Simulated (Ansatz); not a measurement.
CoO: geometry relaxation (part 6 of 6)

Continued. System: CoO (24 atoms in the cell). Method: DFT PBE, scalar-relativistic, plane waves, PAW, spin-polarised (Ansatz 0.2.0); cutoff 420 eV, 1×1×13 k-mesh, Gaussian smearing of 0.05 eV, collinear spins. The structure derives from an entry of the Crystallography Open Database. It belongs to a series of runs on one base structure; here: wire along [0 0 1], 24 atoms a period.

Geometry of the input (Å; fractional positions):
```
15.4000  0.0000  0.0000
0.0000  15.7000  0.0000
0.0000  0.0000  4.2483
Co 0.2931  0.5676  0.0000
Co 0.5690  0.2971  0.0000
Co 0.5690  0.5676  0.0000
O  0.4310  0.2971  0.0000
O  0.4310  0.5676  0.0000
O  0.7069  0.5676  0.0000
Co 0.2931  0.4324  0.5000
Co 0.5690  0.4324  0.5000
Co 0.5690  0.7029  0.5000
O  0.4310  0.4324  0.5000
O  0.4310  0.7029  0.5000
O  0.7069  0.4324  0.5000
Co 0.4310  0.2971  0.5000
Co 0.4310  0.5676  0.5000
Co 0.7069  0.5676  0.5000
O  0.2931  0.5676  0.5000
O  0.5690  0.2971  0.5000
O  0.5690  0.5676  0.5000
Co 0.4310  0.4324  0.0000
Co 0.4310  0.7029  0.0000
Co 0.7069  0.4324  0.0000
O  0.2931  0.4324  0.0000
O  0.5690  0.4324  0.0000
O  0.5690  0.7029  0.0000
```

## Trajectory as extended XYZ, continued
```
24
Lattice="15.4000 0.0000 0.0000 0.0000 15.7000 0.0000 0.0000 0.0000 3.7581" Properties=species:S:1:pos:R:3:forces:R:3 step=12 energy=-68302.80426 pressure_GPa=-0.00
Co    4.3541    8.7776    0.0000    0.0052  -0.0026   0.0000
Co    8.6275    4.5058    0.0000   -0.0025   0.0052   0.0000
Co    9.3494    9.4983    0.0000    0.0027   0.0026   0.0000
O     6.5587    4.2142    0.0000    0.0014  -0.0011   0.0000
O     6.3714    9.1773    0.0000   -0.0006   0.0006   0.0000
O    11.3372    8.9914    0.0000    0.0011  -0.0014   0.0000
Co    4.3541    6.9224    1.8791    0.0052   0.0026   0.0000
Co    9.3494    6.2017    1.8791    0.0027  -0.0026   0.0000
Co    8.6275   11.1942    1.8791   -0.0025  -0.0052   0.0000
O     6.3714    6.5227    1.8791   -0.0006  -0.0006   0.0000
O     6.5587   11.4858    1.8791    0.0014   0.0011   0.0000
O    11.3372    6.7086    1.8791    0.0011   0.0014   0.0000
Co    6.7725    4.5058    1.8791    0.0025   0.0052   0.0000
Co    6.0506    9.4983    1.8791   -0.0027   0.0026   0.0000
Co   11.0459    8.7776    1.8791   -0.0052  -0.0026   0.0000
O     4.0628    8.9914    1.8791   -0.0011  -0.0014   0.0000
O     8.8413    4.2142    1.8791   -0.0014  -0.0011   0.0000
O     9.0286    9.1773    1.8791    0.0006   0.0006   0.0000
Co    6.0506    6.2017    0.0000   -0.0027  -0.0026   0.0000
Co    6.7725   11.1942    0.0000    0.0025  -0.0052   0.0000
Co   11.0459    6.9224    0.0000   -0.0052   0.0026   0.0000
O     4.0628    6.7086    0.0000   -0.0011   0.0014   0.0000
O     9.0286    6.5227    0.0000    0.0006  -0.0006   0.0000
O     8.8413   11.4858    0.0000   -0.0014   0.0011   0.0000
24
Lattice="15.4000 0.0000 0.0000 0.0000 15.7000 0.0000 0.0000 0.0000 3.7581" Properties=species:S:1:pos:R:3:forces:R:3 step=13 energy=-68302.80275 pressure_GPa=-0.01
Co    4.3541    8.7776    0.0000    0.0052  -0.0026   0.0000
Co    8.6275    4.5058    0.0000   -0.0026   0.0052   0.0000
Co    9.3494    9.4983    0.0000    0.0027   0.0026   0.0000
O     6.5587    4.2142    0.0000    0.0014  -0.0010   0.0000
O     6.3714    9.1773    0.0000   -0.0006   0.0007   0.0000
O    11.3372    8.9914    0.0000    0.0011  -0.0014   0.0000
Co    4.3541    6.9224    1.8791    0.0052   0.0026   0.0000
Co    9.3494    6.2017    1.8791    0.0027  -0.0026   0.0000
Co    8.6275   11.1942    1.8791   -0.0026  -0.0052   0.0000
O     6.3714    6.5227    1.8791   -0.0006  -0.0007   0.0000
O     6.5587   11.4858    1.8791    0.0014   0.0010   0.0000
O    11.3372    6.7086    1.8791    0.0011   0.0014   0.0000
Co    6.7725    4.5058    1.8791    0.0026   0.0052   0.0000
Co    6.0506    9.4983    1.8791   -0.0027   0.0026   0.0000
Co   11.0459    8.7776    1.8791   -0.0052  -0.0026   0.0000
O     4.0628    8.9914    1.8791   -0.0011  -0.0014   0.0000
O     8.8413    4.2142    1.8791   -0.0014  -0.0010   0.0000
O     9.0286    9.1773    1.8791    0.0006   0.0007   0.0000
Co    6.0506    6.2017    0.0000   -0.0027  -0.0026   0.0000
Co    6.7725   11.1942    0.0000    0.0026  -0.0052   0.0000
Co   11.0459    6.9224    0.0000   -0.0052   0.0026   0.0000
O     4.0628    6.7086    0.0000   -0.0011   0.0014   0.0000
O     9.0286    6.5227    0.0000    0.0006  -0.0007   0.0000
O     8.8413   11.4858    0.0000   -0.0014   0.0010   0.0000
```

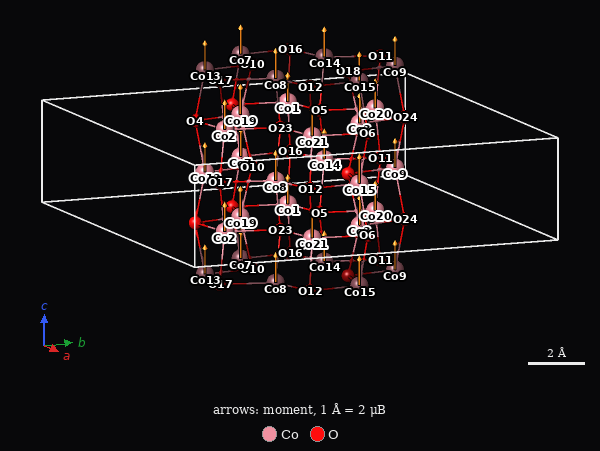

*Magnetic moments of the sites as orange arrows (ball-and-stick view of the cell of the calculation, with the vacuum cut short, seen slightly off an axis; neighbours outside the cell are drawn fainter; atoms are numbered from 1 in the order of the input); small moments hardly show. The run is collinear, so the axis drawn is arbitrary.*

Site moments: Co3, Co8, Co14, Co19 (2.40 μB); Co1, Co2, Co7, Co9, Co13, Co15 and 2 more (2.33 μB); all 12 O atoms (0.40 μB). They are counted near the atoms and needn't add up to the moment of the cell.

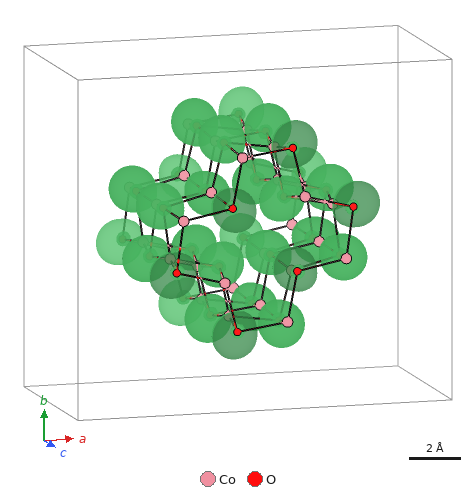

*Isosurface of the ELF at 0.6 (green), seen from the side, at a tilt. Only the valence region is drawn (cores and ρ < 0.01 e/Å³ removed). Sticks mark near contacts.*

Profiles from the grid: Co–O (1.91 Å): the ELF is about 0.20 at the midpoint; a polar contact without a shared pair, in a metal. Co–O (2.05 Å): the ELF is about 0.15 at the midpoint (a polar contact without a shared pair, in a metal). The fields are those of the smooth PAW valence density.

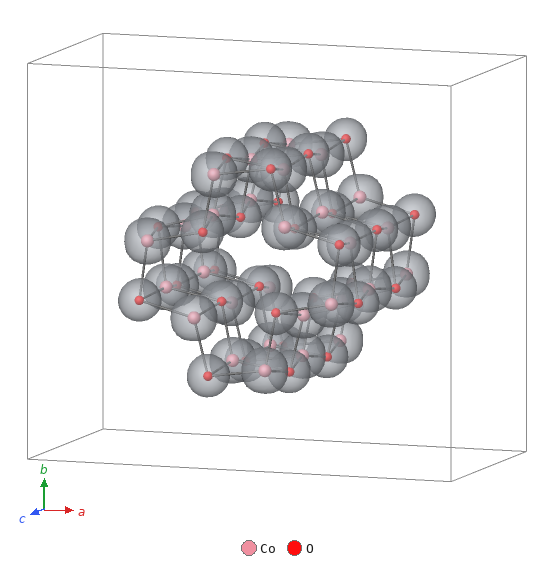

*Isosurface of the valence charge density (pseudo) at 1 e/Å³ (grey), seen from the side, at a tilt. Sticks mark near contacts.*

At this value the density breaks into separate islands; it holds about 80 % of the electrons treated as valence (semicore included). It is pinched off along the Co–O (1.91 Å) and Co–O (2.05 Å) contacts. On the grid the lowest density along these lines, outside the cores, is 0.73 e/Å³ (Co–O, 1.91 Å) and 0.53 e/Å³ (Co–O, 2.05 Å).

## Key numbers

- outcome: converged
- electrons treated: 276
- free energy: −68302.8027 eV
- Fermi energy: 0.035 eV
- gap on the k-point mesh: none (metallic)
- net moment of the cell: 36.00 μB
- integrated absolute moment: 36.55 μB
- final volume: 908.64 Å³
- largest force (length of the vector) at the end: 0.006 eV/Å
- wall time: 12 min (CPU time 49 min)
- peak memory: 4.7 GiB

The program warns: the exchange-correlation potential is rough where the density is thin.
